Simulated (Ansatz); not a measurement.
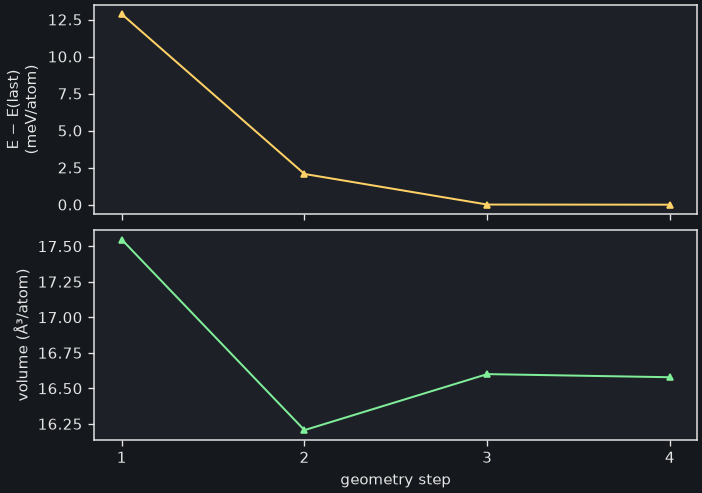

Figure made from data computed with Ansatz.

History of a geometry optimisation. Atoms and cell relax. A closing SCF on a freshly chosen basis isn't drawn.

```
crystal:
  lattice:
    - [3.2740189688, 0.0, 0.0]
    - [0.0, 3.2740189688, 0.0]
    - [0.0, 0.0, 3.2740189688]
  atoms:
    - { symbol: Mg, position: [0.0, 0.0, 0.0] }
    - { symbol: S, position: [0.5, 0.5, 0.5] }
kpoints:
  mp_grid: { grid: [8, 8, 8] }
hamiltonian:
  xc: lda
scf:
  occupations: { method: fermi_dirac, width: 0.02 }
relax:
  f_tol: 0.005
  cell: {}
```

Q: How did it end, and what did it gain?

A: The optimisation met its thresholds at geometry 4, counting the start as the first. The energy fell by about 13 meV/atom from the first step to the last. All forces vanish by symmetry, so only the cell moves.

Q: Was the starting cell too large or too small?

A: The volume shrinks from 17.5 to 16.6 Å³ per atom (−6 %), overshooting to 16.2 at step 2. The start was expanded.
